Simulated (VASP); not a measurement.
## Geometry relaxation of CuO (part 3 of 5)

CuO (C2/c, 4 atoms in the cell); Kohn-Sham DFT of a periodic cell, PBE, VASP PAW PBE potentials, recommended, no spin polarisation (VASP 6.6.1); cutoff 600 eV, 10×10×5 k-mesh, fermi-dirac of 0.05 eV. The structure derives from an entry of the Crystallography Open Database.

Geometry of the input (Å; fractional positions):
```
2.3418  -1.7113  0.0000
2.3418  1.7113  0.0000
-0.8500  0.0000  5.0579
Cu 0.5000  -0.0000  0.5000
Cu 0.0000  0.5000  0.0000
O  0.4184  0.5816  0.7500
O  0.5816  0.4184  0.2500
```

OSZICAR, continued
```
DAV:   2    -0.197278057261E+02    0.18573E-02   -0.20049E-02  7917   0.400E+00    0.168E-01
DAV:   3    -0.197272403184E+02    0.56541E-03   -0.32009E-03  8879   0.219E+00    0.112E-01
DAV:   4    -0.197270994680E+02    0.14085E-03   -0.38617E-04  9389   0.566E-01    0.454E-02
DAV:   5    -0.197270756282E+02    0.23840E-04   -0.16079E-04  9788   0.216E-01    0.223E-02
DAV:   6    -0.197270665442E+02    0.90839E-05   -0.26096E-05  9654   0.743E-02    0.581E-03
DAV:   7    -0.197270666358E+02   -0.91531E-07   -0.47793E-06  6428   0.192E-02
  43 F= -.19727067E+02 E0= -.19716600E+02  d E =-.306643E-04
       N       E                     dE             d eps       ncg     rms          rms(c)
DAV:   1    -0.197275775984E+02   -0.51105E-03   -0.40717E-02  8755   0.255E+00    0.183E-01
DAV:   2    -0.197272340478E+02    0.34355E-03   -0.37499E-03  7918   0.171E+00    0.718E-02
DAV:   3    -0.197271314853E+02    0.10256E-03   -0.59412E-04  8832   0.947E-01    0.485E-02
DAV:   4    -0.197271050617E+02    0.26424E-04   -0.70666E-05  9395   0.244E-01    0.197E-02
DAV:   5    -0.197271001650E+02    0.48966E-05   -0.29715E-05  9504   0.941E-02    0.960E-03
DAV:   6    -0.197270985235E+02    0.16415E-05   -0.39469E-06  5956   0.328E-02    0.283E-03
DAV:   7    -0.197270985726E+02   -0.49063E-07   -0.22405E-06  4693   0.137E-02
  44 F= -.19727099E+02 E0= -.19716628E+02  d E =-.626011E-04
       N       E                     dE             d eps       ncg     rms          rms(c)
DAV:   1    -0.197271371973E+02   -0.38674E-04   -0.32593E-03  8768   0.719E-01    0.514E-02
DAV:   2    -0.197271096494E+02    0.27548E-04   -0.29223E-04  7918   0.477E-01    0.200E-02
DAV:   3    -0.197271015245E+02    0.81250E-05   -0.46343E-05  8838   0.264E-01    0.137E-02
DAV:   4    -0.197270993126E+02    0.22118E-05   -0.42542E-06  6387   0.688E-02    0.538E-03
DAV:   5    -0.197270988615E+02    0.45118E-06   -0.83235E-07  3452   0.228E-02
  45 F= -.19727099E+02 E0= -.19716629E+02  d E =-.628899E-04
       N       E                     dE             d eps       ncg     rms          rms(c)
DAV:   1    -0.197271826163E+02   -0.83304E-04   -0.13277E-01  5932   0.317E+00    0.193E-01
DAV:   2    -0.197272743769E+02   -0.91761E-04   -0.49467E-03  8662   0.112E+00    0.107E-01
DAV:   3    -0.197271635261E+02    0.11085E-03   -0.40677E-04  8175   0.706E-01    0.679E-02
DAV:   4    -0.197270920670E+02    0.71459E-04   -0.12822E-04  8349   0.424E-01    0.113E-02
DAV:   5    -0.197270923334E+02   -0.26635E-06   -0.22461E-05  8995   0.657E-02    0.487E-03
DAV:   6    -0.197270923496E+02   -0.16227E-07   -0.82597E-07  3806   0.209E-02
  46 F= -.19727092E+02 E0= -.19716653E+02  d E =0.651185E-05
       N       E                     dE             d eps       ncg     rms          rms(c)
DAV:   1    -0.197271464205E+02   -0.54087E-04   -0.44005E-02  5922   0.184E+00    0.111E-01
DAV:   2    -0.197271758176E+02   -0.29397E-04   -0.16541E-03  8628   0.654E-01    0.618E-02
DAV:   3    -0.197271386680E+02    0.37150E-04   -0.13382E-04  8239   0.407E-01    0.391E-02
DAV:   4    -0.197271145535E+02    0.24115E-04   -0.42384E-05  8324   0.244E-01    0.662E-03
DAV:   5    -0.197271144180E+02    0.13547E-06   -0.74191E-06  7835   0.365E-02
  47 F= -.19727114E+02 E0= -.19716658E+02  d E =-.155566E-04
```

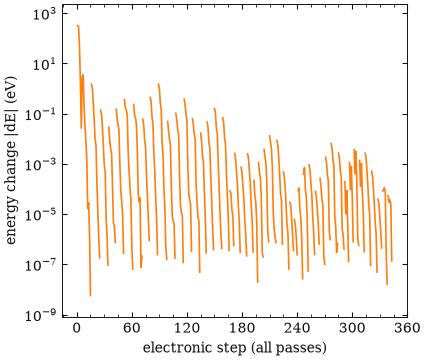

**Figure 1.** Convergence of the self-consistent field: energy change |dE| against the electronic step. Each stretch between dotted lines is the SCF of one geometry step of a relaxation. The 47 ionic steps take 4 to 15 electronic steps each. The density is held fixed in the first few steps, and dE rises again when its update begins.

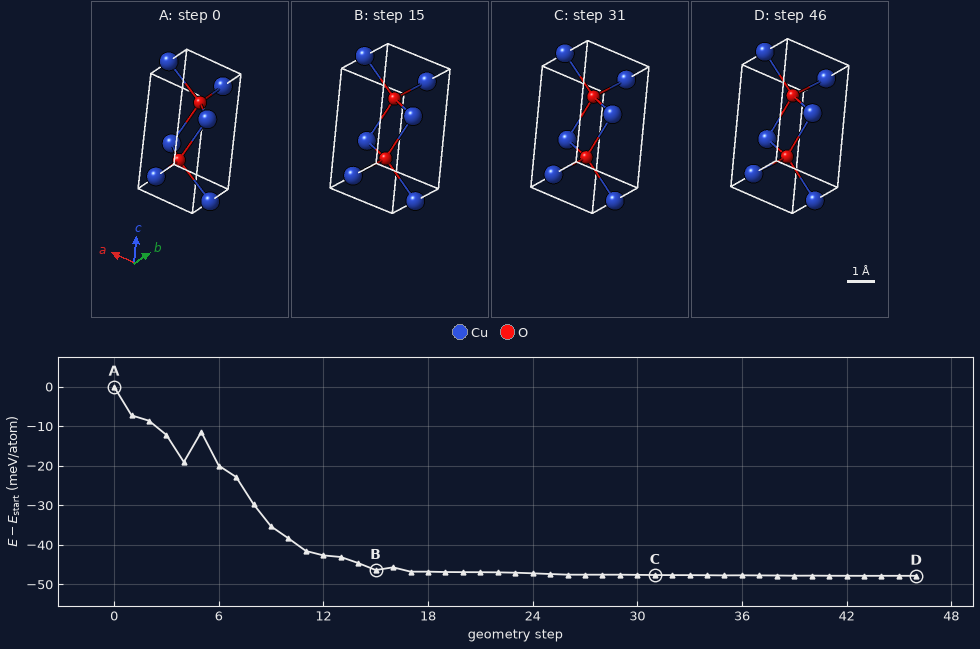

**Figure 2.** Frames of the relaxation (ball-and-stick view of the cell of the calculation, seen at an oblique angle) above the curves, on which the letters mark them (steps are counted from 0).

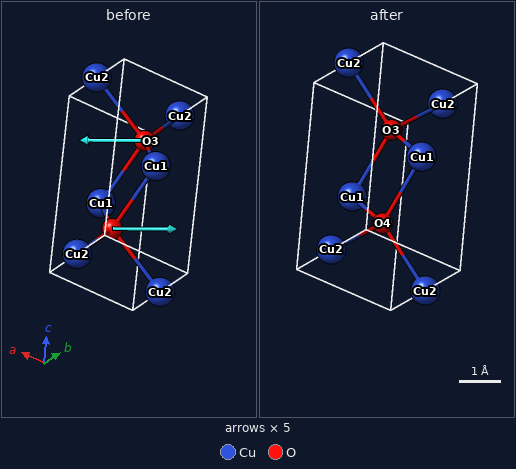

**Figure 3.** Before (left) and after (right) the relaxation, at one scale (ball-and-stick view of the cell of the calculation, seen at an oblique angle). The teal arrows give the displacements (without the part carried along by the change of the cell), magnified 5 times. The largest moves relative to the cell, 0.33 Å, are those of O3 and O4. Cu stays in place. The drawn cell changes as follows: a = b 2.900 → 2.947 Å (+1.6 %), c 5.129 → 5.168 Å (+0.8 %), α 97.7° → 90.1°, β 97.7° → 90.1°, γ 72.3° → 87.0°; the volume changes by +10.5 %. Among the contacts that change: Cu1–O3 1.951 → 1.959 Å. Among the angles that change: Cu1–O3–Cu2 145.8° → 117.9°, Cu1–O3–Cu2 104.0° → 113.9°, Cu1–O3–Cu2 108.8° → 117.5°. The space group stays C2/c (No. 15). The energy falls by 47.8 meV per atom in 46 geometry steps. Largest force component: 0.22 eV/Å at the start, 0.003 eV/Å at the end. (Atoms are counted from 1 in the order of the input.)

Parts of OUTCAR
```
SYSTEM = CuO
   PREC = Accurate
   ENCUT = 600
   EDIFF = 1E-6
   ISMEAR = -1
   LREAL = .False.
   LASPH = .True.
   NELM = 60
   ISIF = 3
   GGA = PE
   IBRION = 2
   NSW = 60
   EDIFFG = -0.01

 ion  position               nearest neighbor table
   1  0.500  0.000  0.500-   3 1.95   4 1.95   4 1.96   3 1.96
   2  0.000  0.500  0.000-   4 1.95   3 1.95   4 1.96   3 1.96
   3  0.418  0.582  0.750-   2 1.95   1 1.95   2 1.96   1 1.96
   4  0.582  0.418  0.250-   1 1.95   2 1.95   2 1.96   1 1.96

  LATTYP: Found a base centered monoclinic cell.
 ALAT       =     4.6837000000
 B/A-ratio  =     0.7307470589
 C/A-ratio  =     1.0950317057
 COS(beta)  =    -0.1657361228

  Lattice vectors:

 A1 = (   2.3418500000,  -1.7113000000,   0.0000000000)
 A2 = (   2.3418500000,   1.7113000000,   0.0000000000)
 A3 = (  -0.8500274268,   0.0000000000,   5.0578693947)

Analysis of symmetry for initial positions (statically):
=====================================================================
 Subroutine PRICEL returns:
 Original cell was already a primitive cell.

 Routine SETGRP: Setting up the symmetry group for a
 base centered monoclinic supercell.

 Subroutine GETGRP returns: Found  4 space group operations
 (whereof  2 operations were pure point group operations)
 out of a pool of  4 trial point group operations.

The static configuration has the point symmetry S_2 .
 The point group associated with its full space group is C_2h.

Analysis of symmetry for dynamics (positions and initial velocities):
=====================================================================
 Subroutine PRICEL returns:
 Original cell was already a primitive cell.

 Routine SETGRP: Setting up the symmetry group for a
 base centered monoclinic supercell.

 Subroutine GETGRP returns: Found  4 space group operations
 (whereof  2 operations were pure point group operations)
 out of a pool of  4 trial point group operations.

The dynamic configuration has the point symmetry S_2 .
 The point group associated with its full space group is C_2h.

 Subroutine INISYM returns: Found  4 space group operations
 (whereof  2 operations are pure point group operations),
 and found     1 'primitive' translations

----------------------------------------------------------------------------------------

                                     Primitive cell

  volume of cell :      40.5399

  direct lattice vectors                    reciprocal lattice vectors
     2.341850000 -1.711300000  0.000000000     0.213506416 -0.292175539  0.035881968
     2.341850000  1.711300000  0.000000000     0.213506416  0.292175539  0.035881968
    -0.850027427  0.000000000  5.057869395     0.000000000  0.000000000  0.197711709

  length of vectors
     2.900484289  2.900484289  5.128800000     0.363646877  0.363646877  0.197711709

  position of ions in fractional coordinates (direct lattice)
     0.500000000  0.000000000  0.500000000
     0.000000000  0.500000000  0.000000000
     0.418400000  0.581600000  0.750000000
     0.581600000  0.418400000  0.250000000

  ion indices of the primitive-cell ions
   primitive index   ion index
                 1           1
                 2           2
                 3           3
                 4           4

----------------------------------------------------------------------------------------

 KPOINTS: regular mesh

Automatic generation of k-mesh.
 Grid dimensions read from file:
 generate k-points for:   10   10    5

 Generating k-lattice:

  Cartesian coordinates                     Fractional coordinates (reciprocal lattice)
     0.021350642 -0.029217554  0.003588197     0.100000000  0.000000000  0.000000000
     0.021350642  0.029217554  0.003588197     0.000000000  0.100000000  0.000000000
     0.000000000  0.000000000  0.039542342     0.000000000  0.000000000  0.200000000

  Length of vectors
     0.036364688  0.036364688  0.039542342

  Shift w.r.t. Gamma in fractional coordinates (k-lattice)
     0.000000000  0.000000000  0.000000000

 Subroutine IBZKPT returns following result:
 ===========================================

 Found    141 irreducible k-points:

 Following reciprocal coordinates:
            Coordinates               Weight
  0.000000  0.000000  0.000000      1.000000
  0.100000 -0.000000  0.000000      4.000000
  0.200000 -0.000000  0.000000      4.000000
  0.300000 -0.000000  0.000000      4.000000
  0.400000 -0.000000  0.000000      4.000000
  0.500000 -0.000000  0.000000      2.000000
  0.100000  0.100000  0.000000      2.000000
  0.200000  0.100000  0.000000      4.000000
  0.300000  0.100000  0.000000      4.000000
  0.400000  0.100000  0.000000      4.000000
  0.500000  0.100000  0.000000      4.000000
 -0.400000  0.100000 -0.000000      4.000000
 -0.300000  0.100000 -0.000000      4.000000
 -0.200000  0.100000 -0.000000      4.000000
 -0.100000  0.100000  0.000000      2.000000
  0.200000  0.200000  0.000000      2.000000
  0.300000  0.200000  0.000000      4.000000
  0.400000  0.200000  0.000000      4.000000
  0.500000  0.200000  0.000000      4.000000
 -0.400000  0.200000 -0.000000      4.000000
 -0.300000  0.200000  0.000000      4.000000
 -0.200000  0.200000  0.000000      2.000000
  0.300000  0.300000  0.000000      2.000000
  0.400000  0.300000  0.000000      4.000000
 [... further k-points ...]
   k-points           NKPTS =    141   k-points in BZ     NKDIM =    141   number of bands    NBANDS=     21
   number of dos      NEDOS =    301   number of ions     NIONS =      4
   total plane-waves  NPLWV =  24192
   dimension x,y,z NGX =    24 NGY =   24 NGZ =   42
   dimension x,y,z NGXF=    48 NGYF=   48 NGZF=   84
   ions per type =               2   2
   NGX,Y,Z   is equivalent  to a cutoff of  13.76, 13.76, 13.61 a.u.
   NGXF,Y,Z  is equivalent  to a cutoff of  27.51, 27.51, 27.23 a.u.
 SYSTEM =  CuO
   PREC   = accura    normal or accurate (medium, high low for compatibility)
   ISTART =      0    job   : 0-new  1-cont  2-samecut
   ICHARG =      2    charge: 1-file 2-atom 10-const
   ISPIN  =      1    spin polarized calculation?
   LNONCOLLINEAR =      F non collinear calculations
   LSORBIT =      F    spin-orbit coupling
   LASPH  =      T    aspherical Exc in radial PAW
   ENCUT  =  600.0 eV  44.10 Ry    6.64 a.u.   5.79  5.79 10.24*2*pi/ulx,y,z
   NELM   =     60;   NELMIN=  2; NELMDL= -5     # of ELM steps
   EDIFF  = 0.1E-05   stopping-criterion for ELM
   LREAL  =      F    real-space projection
   EDIFFG = -.1E-01   stopping-criterion for IOM
   NSW    =     60    number of steps for IOM
   IBRION =      2    ionic relax: 0-MD 1-quasi-New 2-CG
   NFREE  =      1    steps in history (QN), initial steepest desc. (CG)
   ISIF   =      3    stress and relaxation
   ISYM   =      2    0-nonsym 1-usesym 2-fastsym
   POTIM  = 0.5000    time-step for ionic-motion
   TEBEG  =    0.0;   TEEND  =   0.0 temperature during run
   PSTRESS=    0.0 pullay stress
   NELECT =      34.0000    total number of electrons
   NUPDOWN=      -1.0000    fix difference up-down
   EMIN   =  10.00;   EMAX   =-10.00  energy-range for DOS
   EFERMI =   0.00;   METHOD = LEGACY
   ISMEAR =    -1;   SIGMA  =   0.05  broadening in eV -4-tet -1-fermi 0-gaus
   EFERMI_NEDOS =   21; number of points for ismear=-14 and -15
   IALGO  =     38    algorithm
   IMIX   =      4    mixing-type and parameters
     AMIX     =   0.40;   BMIX     =  1.00
     AMIX_MAG =   1.60;   BMIX_MAG =  1.00
  volume/ion in A,a.u.               =      10.13        68.39
  Fermi-wavevector in a.u.,A,eV,Ry     =   1.543856  2.917465 32.429379  2.383492
  Thomas-Fermi vector in A             =   2.649460
   LORBIT       =      0    0 simple, 1 ext, 2 COOP (PROOUT), +10 PAW based schemes
   GGA     = PE    functional components
   LHFCALC =     F    Hartree Fock is set to
   AEXX    =    0.0000 exact exchange contribution
   IVDW    =     0    specifies the selected vdW correction
   LEPSILON=     F    determine dielectric tensor
   LRPA    =     F    only Hartree local field effects (RPA)
 conjugate gradient relaxation of ions
 non-spin polarized calculation
  energy-cutoff  :      600.00
  volume of cell :       40.54
 maximum number of plane-waves:      1364
   NGX = 11   NGY = 11   NGZ = 21

--------------------------------------- Ionic step        1  -------------------------------------------

 number of electron      33.9999983 magnetization

 Free energy of the ion-electron system (eV)
  ---------------------------------------------------
  ext. energy  EPLUGINS =         0.00000000
  ---------------------------------------------------
  free energy    TOTEN  =       -19.53584505 eV

  energy without entropy =      -19.51653669  energy(sigma->0) =      -19.52619087

------------------------ aborting loop because EDIFF is reached ----------------------------------------

  FORCE on cell =-STRESS in cart. coord.  units (eV):
  Direction    XX          YY          ZZ          XY          YZ          ZX
  --------------------------------------------------------------------------------------
  -------------------------------------------------------------------------------------
  Total        1.5665606      1.8121861      1.4169617      0.0000000      0.0000000     -0.3075229
  in kB       61.9120158     71.6193801     55.9997190      0.0000000      0.0000000    -12.1536074
  external PRESSURE =      63.1770383 kB  Pullay stress =       0.0000000 kB

 VOLUME and BASIS-vectors are now :
 -----------------------------------------------------------------------------
  energy-cutoff  :      600.00
  volume of cell :       40.54
      direct lattice vectors                 reciprocal lattice vectors
     2.341850000 -1.711300000  0.000000000     0.213506416 -0.292175539  0.035881968
     2.341850000  1.711300000  0.000000000     0.213506416  0.292175539  0.035881968
    -0.850027427  0.000000000  5.057869395     0.000000000  0.000000000  0.197711709

 POSITION                                       TOTAL-FORCE (eV/Angst)
 -----------------------------------------------------------------------------------
      0.74591     -0.85565      2.52893        -0.000000      0.000000      0.000000
      1.17092      0.85565      0.00000        -0.000000      0.000000      0.000000
      1.70433      0.27928      3.79340         0.000000     -0.218863      0.000000
      2.12934     -0.27928      1.26447        -0.000000      0.218863      0.000000
 -----------------------------------------------------------------------------------
    total drift:                                0.000000     -0.000000     -0.000000

  FREE ENERGIE OF THE ION-ELECTRON SYSTEM (eV)
  ---------------------------------------------------
  free  energy   TOTEN  =       -19.5358450451 eV

  energy  without entropy=      -19.5165366863  energy(sigma->0) =      -19.52619087

--------------------------------------- Ionic step        2  -------------------------------------------

 number of electron      34.0000032 magnetization

------------------------ aborting loop because EDIFF is reached ----------------------------------------
```
